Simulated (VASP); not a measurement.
GaN: geometry relaxation (part 1 of 3)

System: GaN (4 atoms in the cell).
Method: Kohn-Sham DFT of a periodic cell, PBE, VASP PAW PBE potentials, hard, no spin polarisation (VASP 6.6.1).

The structure derives from an entry of the Crystallography Open Database.

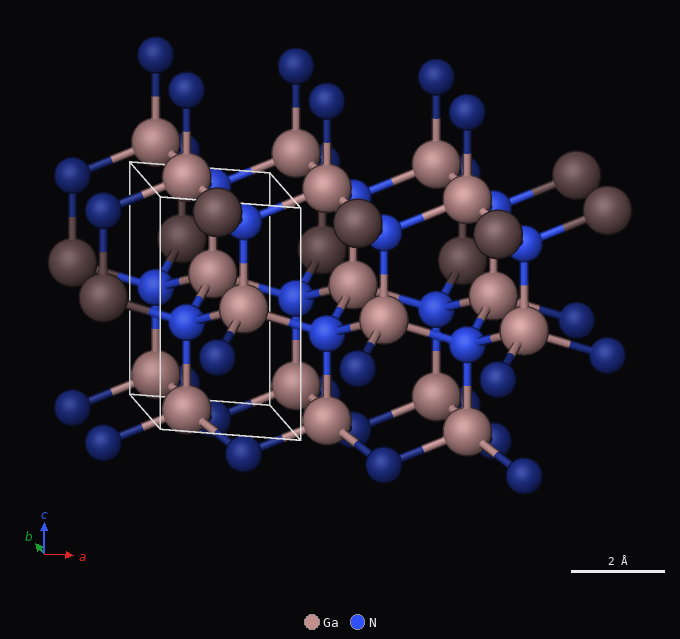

The starting structure (ball-and-stick view of the cell of the calculation, repeated 3 × 2 × 1, seen slightly off an axis; neighbours outside the cell are drawn fainter).

**Key numbers**

```tsv
quantity	value
outcome	converged
space group (tolerance 0.01 Å)	P6₃mc (186)
electrons treated	36
free energy	−24.3530 eV
Fermi energy	6.612 eV
gap on the k-point mesh	1.72 eV
pressure	0.01 GPa
final volume	47.00 Å³
largest force (length of the vector) at the end	0.002 eV/Å
final cell	a = 3.218 Å, b = 3.218 Å, c = 5.242 Å, α = 90.00°, β = 90.00°, γ = 120.00°
hardware	1 thread of Intel Xeon (Granite Rapids), 64 GiB of memory available, shared host
wall time	4 min
peak memory	0.33 GiB
```

**INCAR**
```
ALGO = Normal ; EDIFF = 1E-7
EDIFFG = -0.002 ; ENCUT = 900
GGA = PE ; IBRION = 2
ISIF = 3 ; ISMEAR = 0
LASPH = T ; LCHARG = F
LREAL = F ; LWAVE = F
NELM = 100 ; NSW = 80
PREC = Accurate ; SIGMA = 0.02
```

**KPOINTS**
```
k-points
0
Gamma
  12 12 6
```

**POSCAR**
```
GaN
1.0
    3.1800000000      0.0000000000      0.0000000000
   -1.5900000000      2.7539607800      0.0000000000
    0.0000000000      0.0000000000      5.1660000000
Ga N
2 2
Direct
    0.3333333300      0.6666666700      0.0000000000
    0.6666666700      0.3333333300      0.5000000000
    0.3333333300      0.6666666700      0.3750000000
    0.6666666700      0.3333333300      0.8750000000
```

Command:
```bash
cat potpaw_PBE.64/Ga_h/POTCAR potpaw_PBE.64/N_h/POTCAR > POTCAR
mpirun -np 1 vasp_std > vasp.out
```

**OSZICAR**
```
N       E                     dE             d eps       ncg     rms          rms(c)
DAV:   1     0.421612611267E+03    0.42161E+03   -0.27865E+04  3344   0.364E+03
DAV:   2     0.358692697139E+02   -0.38574E+03   -0.37688E+03  3422   0.670E+02
DAV:   3    -0.257171946675E+02   -0.61586E+02   -0.60480E+02  4672   0.240E+02
DAV:   4    -0.282747385883E+02   -0.25575E+01   -0.25499E+01  4176   0.479E+01
DAV:   5    -0.283528786121E+02   -0.78140E-01   -0.78118E-01  4644   0.766E+00    0.109E+01
DAV:   6    -0.242600535922E+02    0.40928E+01   -0.16044E+01  6062   0.632E+01    0.296E+00
DAV:   7    -0.243284970442E+02   -0.68443E-01   -0.13075E+00  3726   0.129E+01    0.199E+00
DAV:   8    -0.243224609908E+02    0.60361E-02   -0.18460E-01  5232   0.791E+00    0.612E-01
DAV:   9    -0.243122893231E+02    0.10172E-01   -0.90659E-02  5642   0.675E+00    0.167E-01
DAV:  10    -0.243121209389E+02    0.16838E-03   -0.46434E-03  4740   0.974E-01    0.120E-01
DAV:  11    -0.243121640628E+02   -0.43124E-04   -0.42164E-03  5836   0.939E-01    0.791E-02
DAV:  12    -0.243120485266E+02    0.11554E-03   -0.82095E-04  5200   0.307E-01    0.102E-02
DAV:  13    -0.243120569610E+02   -0.84344E-05   -0.27727E-05  4686   0.640E-02    0.130E-02
DAV:  14    -0.243120538642E+02    0.30968E-05   -0.11952E-05  5816   0.823E-02    0.346E-03
DAV:  15    -0.243120538839E+02   -0.19743E-07   -0.33149E-06  4058   0.164E-02    0.123E-03
DAV:  16    -0.243120538316E+02    0.52335E-07   -0.88432E-08  2410   0.408E-03
   1 F= -.24312054E+02 E0= -.24312054E+02  d E =-.243121E+02
       N       E                     dE             d eps       ncg     rms          rms(c)
DAV:   1    -0.262764752598E+02   -0.19644E+01   -0.59239E+01  4082   0.216E+02    0.104E+01
DAV:   2    -0.246105377565E+02    0.16659E+01   -0.52098E+00  3880   0.651E+01    0.392E+00
DAV:   3    -0.243590376280E+02    0.25150E+00   -0.73053E-01  4846   0.225E+01    0.947E-01
DAV:   4    -0.243398808210E+02    0.19157E-01   -0.91761E-02  3644   0.288E+00    0.645E-01
DAV:   5    -0.243192971539E+02    0.20584E-01   -0.20930E-02  4290   0.217E+00    0.101E-01
DAV:   6    -0.243192585315E+02    0.38622E-04   -0.25541E-03  4754   0.752E-01    0.479E-02
DAV:   7    -0.243192739284E+02   -0.15397E-04   -0.18686E-04  4664   0.163E-01    0.278E-02
DAV:   8    -0.243192757936E+02   -0.18653E-05   -0.15209E-05  5210   0.673E-02    0.616E-03
DAV:   9    -0.243192751963E+02    0.59732E-06   -0.97049E-06  5418   0.530E-02    0.431E-03
DAV:  10    -0.243192751910E+02    0.53051E-08   -0.68511E-07  4376   0.127E-02
   2 F= -.24319275E+02 E0= -.24319275E+02  d E =-.722136E-02
       N       E                     dE             d eps       ncg     rms          rms(c)
DAV:   1    -0.248388159292E+02   -0.51954E+00   -0.12553E+01  4082   0.908E+01    0.532E+00
DAV:   2    -0.244134736922E+02    0.42534E+00   -0.15458E+00  3896   0.397E+01    0.180E+00
DAV:   3    -0.243639988019E+02    0.49475E-01   -0.13476E-01  5392   0.665E+00    0.577E-01
DAV:   4    -0.243574581982E+02    0.65406E-02   -0.10920E-02  4926   0.103E+00    0.366E-01
DAV:   5    -0.243529844900E+02    0.44737E-02   -0.21612E-03  5082   0.874E-01    0.310E-02
DAV:   6    -0.243530099371E+02   -0.25447E-04   -0.33419E-04  3980   0.201E-01    0.185E-02
DAV:   7    -0.243530119308E+02   -0.19937E-05   -0.29070E-05  4398   0.426E-02    0.851E-03
DAV:   8    -0.243530101715E+02    0.17593E-05   -0.73973E-06  5286   0.257E-02    0.167E-03
DAV:   9    -0.243530101597E+02    0.11725E-07   -0.46299E-07  3608   0.787E-03
   3 F= -.24353010E+02 E0= -.24353010E+02  d E =-.409563E-01
       N       E                     dE             d eps       ncg     rms          rms(c)
DAV:   1    -0.243532219540E+02   -0.21178E-03   -0.59079E-03  4082   0.204E+00    0.112E-01
DAV:   2    -0.243530328790E+02    0.18907E-03   -0.64977E-04  3926   0.827E-01    0.393E-02
DAV:   3    -0.243530088408E+02    0.24038E-04   -0.63230E-05  4900   0.175E-01    0.114E-02
DAV:   4    -0.243530061536E+02    0.26871E-05   -0.66978E-06  4222   0.248E-02    0.733E-03
DAV:   5    -0.243530041171E+02    0.20365E-05   -0.12304E-06  4830   0.189E-02    0.852E-04
DAV:   6    -0.243530041096E+02    0.75688E-08   -0.15773E-07  2402   0.489E-03
   4 F= -.24353004E+02 E0= -.24353004E+02  d E =-.409503E-01
       N       E                     dE             d eps       ncg     rms          rms(c)
DAV:   1    -0.243530689942E+02   -0.64877E-04   -0.10534E-02  3344   0.988E-01    0.557E-02
DAV:   2    -0.243530530442E+02    0.15950E-04   -0.28964E-04  5418   0.276E-01    0.325E-02
DAV:   3    -0.243530338921E+02    0.19152E-04   -0.22729E-05  5160   0.990E-02    0.649E-03
DAV:   4    -0.243530340453E+02   -0.15317E-06   -0.50906E-06  4596   0.258E-02    0.424E-03
DAV:   5    -0.243530340679E+02   -0.22559E-07   -0.47756E-07  3844   0.187E-02
   5 F= -.24353034E+02 E0= -.24353034E+02  d E =-.299583E-04
       N       E                     dE             d eps       ncg     rms          rms(c)
DAV:   1    -0.243530680290E+02   -0.33984E-04   -0.79166E-03  3344   0.858E-01    0.482E-02
DAV:   2    -0.243530559953E+02    0.12034E-04   -0.21716E-04  5412   0.240E-01    0.281E-02
DAV:   3    -0.243530416467E+02    0.14349E-04   -0.17111E-05  5190   0.858E-02    0.572E-03
DAV:   4    -0.243530417604E+02   -0.11365E-06   -0.38534E-06  4630   0.224E-02    0.373E-03
DAV:   5    -0.243530417806E+02   -0.20230E-07   -0.38341E-07  3500   0.175E-02
   6 F= -.24353042E+02 E0= -.24353042E+02  d E =-.376711E-04
       N       E                     dE             d eps       ncg     rms          rms(c)
DAV:   1    -0.243530987505E+02   -0.56990E-04   -0.19766E-03  4082   0.971E-01    0.554E-02
DAV:   2    -0.243530573927E+02    0.41358E-04   -0.19820E-04  4228   0.387E-01    0.217E-02
DAV:   3    -0.243530495456E+02    0.78471E-05   -0.17878E-05  5406   0.848E-02    0.698E-03
DAV:   4    -0.243530483696E+02    0.11760E-05   -0.30811E-06  4988   0.211E-02    0.268E-03
DAV:   5    -0.243530482779E+02    0.91659E-07   -0.12002E-07  2236   0.559E-03
   7 F= -.24353048E+02 E0= -.24353048E+02  d E =-.649727E-05
```

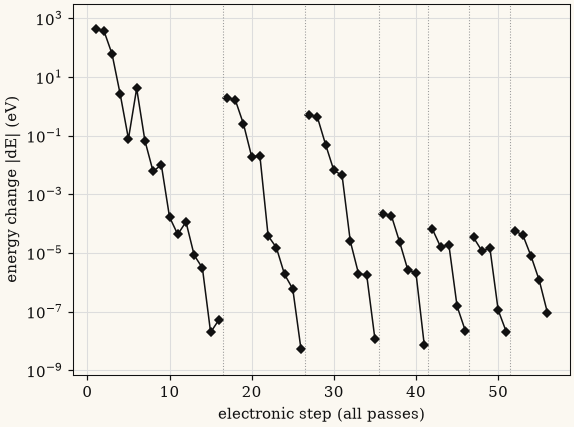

Convergence of the self-consistent field: energy change |dE| against the electronic step. Each stretch between dotted lines is the SCF of one geometry step of a relaxation. The 7 ionic steps take 5 to 16 electronic steps each. The density is held fixed in the first few steps, and dE rises again when its update begins.

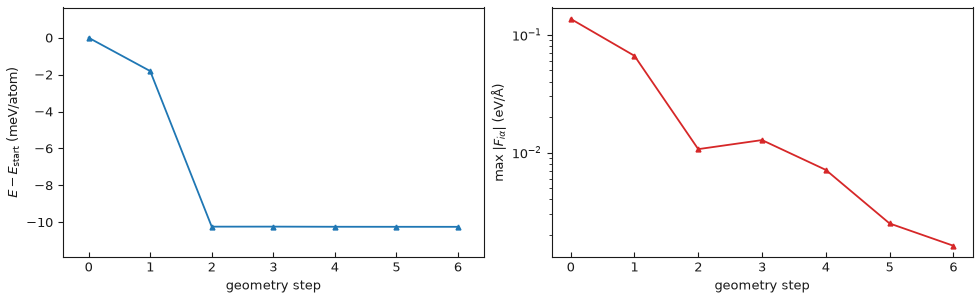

Progress of the relaxation, step by step (steps are counted from 0).

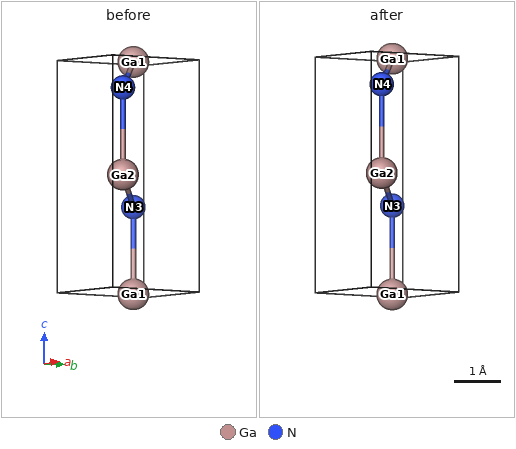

Before (left) and after (right) the relaxation, at one scale (ball-and-stick view of the cell of the calculation, seen at an oblique angle). The largest moves relative to the cell, 0.004 Å, are those of Ga1, Ga2, N3 and N4. By element the largest moves are Ga 0.004 Å, N 0.004 Å. The volume changes by +3.9 %, with a = b 3.180 → 3.218 Å (+1.2 %), c 5.166 → 5.242 Å (+1.5 %). Among the contacts that change: Ga1–N3 1.937 → 1.975 Å, Ga1–N4 1.946 → 1.967 Å. The space group stays P6_3mc (No. 186). After 6 geometry steps the energy has fallen by 10.2 meV per atom. The largest force component goes from 0.14 to 0.0016 eV/Å. (Atoms are counted from 1 in the order of the input.)

**Parts of OUTCAR**
```
EDIFF = 1E-7
   EDIFFG = -0.002
   ENCUT = 900
   GGA = PE
   IBRION = 2
   ISIF = 3
   ISMEAR = 0
   LASPH = T
   LREAL = F
   NELM = 100
   NSW = 80
   PREC = Accurate

 ion  position               nearest neighbor table
   1  0.333  0.667  0.000-   3 1.94   4 1.95   4 1.95   4 1.95
   2  0.667  0.333  0.500-   4 1.94   3 1.95   3 1.95   3 1.95
   3  0.333  0.667  0.375-   1 1.94   2 1.95   2 1.95   2 1.95
   4  0.667  0.333  0.875-   2 1.94   1 1.95   1 1.95   1 1.95

  LATTYP: Found a hexagonal cell.
 ALAT       =     3.1800000000
 C/A-ratio  =     1.6245283019

  Lattice vectors:

 A1 = (   3.1800000000,   0.0000000000,   0.0000000000)
 A2 = (  -1.5900000000,   2.7539607800,   0.0000000000)
 A3 = (   0.0000000000,   0.0000000000,   5.1660000000)

Analysis of symmetry for initial positions (statically):
=====================================================================
 Subroutine PRICEL returns:
 Original cell was already a primitive cell.

 Routine SETGRP: Setting up the symmetry group for a
 hexagonal supercell.

 Subroutine GETGRP returns: Found 12 space group operations
 (whereof  6 operations were pure point group operations)
 out of a pool of 24 trial point group operations.

The static configuration has the point symmetry C_3v.
 The point group associated with its full space group is C_6v.

Analysis of symmetry for dynamics (positions and initial velocities):
=====================================================================
 Subroutine PRICEL returns:
 Original cell was already a primitive cell.

 Routine SETGRP: Setting up the symmetry group for a
 hexagonal supercell.

 Subroutine GETGRP returns: Found 12 space group operations
 (whereof  6 operations were pure point group operations)
 out of a pool of 24 trial point group operations.

The dynamic configuration has the point symmetry C_3v.
 The point group associated with its full space group is C_6v.

 Subroutine INISYM returns: Found 12 space group operations
 (whereof  6 operations are pure point group operations),
 and found     1 'primitive' translations

----------------------------------------------------------------------------------------

                                     Primitive cell

  volume of cell :      45.2417

  direct lattice vectors                    reciprocal lattice vectors
     3.180000000  0.000000000  0.000000000     0.314465409  0.181556689  0.000000000
    -1.590000000  2.753960780  0.000000000     0.000000000  0.363113377  0.000000000
     0.000000000  0.000000000  5.166000000     0.000000000  0.000000000  0.193573364

  length of vectors
     3.180000000  3.179999997  5.166000000     0.363113377  0.363113377  0.193573364

  position of ions in fractional coordinates (direct lattice)
     0.333333330  0.666666670  0.000000000
     0.666666670  0.333333330  0.500000000
     0.333333330  0.666666670  0.375000000
     0.666666670  0.333333330  0.875000000

  ion indices of the primitive-cell ions
   primitive index   ion index
                 1           1
                 2           2
                 3           3
                 4           4

----------------------------------------------------------------------------------------

 KPOINTS: k-points

Automatic generation of k-mesh.
 Grid dimensions read from file:
 generate k-points for:   12   12    6

 Generating k-lattice:

  Cartesian coordinates                     Fractional coordinates (reciprocal lattice)
     0.026205451  0.015129724  0.000000000     0.083333333  0.000000000  0.000000000
     0.000000000  0.030259448  0.000000000     0.000000000  0.083333333  0.000000000
     0.000000000  0.000000000  0.032262227     0.000000000  0.000000000  0.166666667

  Length of vectors
     0.030259448  0.030259448  0.032262227

  Shift w.r.t. Gamma in fractional coordinates (k-lattice)
     0.000000000  0.000000000  0.000000000

 Subroutine IBZKPT returns following result:
 ===========================================

 Found     76 irreducible k-points:
```
